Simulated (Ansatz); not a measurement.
Given this structure, the geometry relaxed with Ansatz, DFT PBE, scalar-relativistic, plane waves, PAW; the starting structure was generated, so it need not be a known form of this composition, written in its standard cell:

```xyz
4
Lattice="2.9175 0.0000 0.0000 -1.4588 2.5267 0.0000 0.0000 0.0000 5.9145" Properties=species:S:1:pos:R:3 pbc="T T T"
Ta    0.0000    0.0000    0.0000
N     0.0000    1.6844    1.4786
Ta    0.0000    0.0000    2.9572
N     1.4588    0.8422    4.4359
```

> Predict the [001] zone-axis pattern (200 kV, kinematic, B = 1 Å²).

The spots form a hexagonal net with both shortest vectors at d = 2.53 Å, 60.0° apart. They are 1 -1 0 and 1 0 0. The pattern has symmetry 6mm. No reflection of this zone is absent.

Strongest reflections with d > 0.80 Å, one of each family (|F|² from tabulated Gaussian fits of the electron scattering factors, times a small damping for the curvature of the Ewald sphere):

```tsv
hkl	d (Å)	I (strongest = 100)
1 0 0	2.527	100
2 -1 0	1.459	60
2 0 0	1.263	24
3 -1 0	0.955	10
3 0 0	0.842	10
```

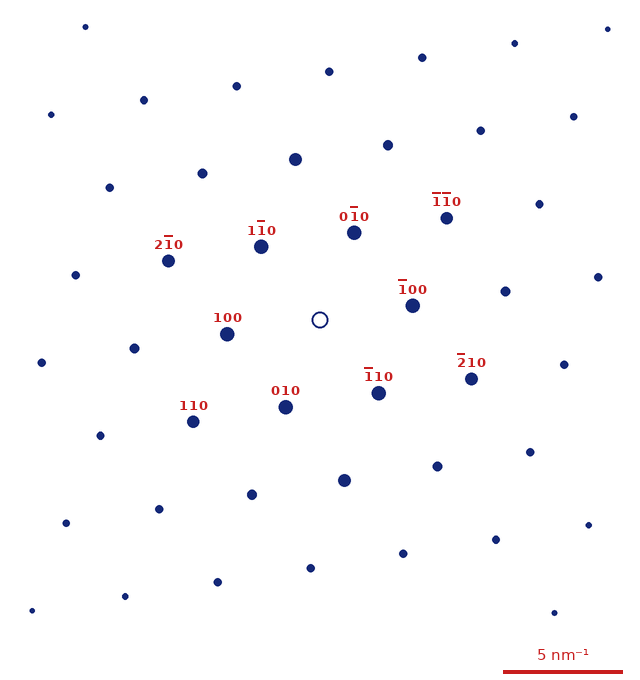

Calculated pattern, seen from the source side with [001] pointing towards the source.
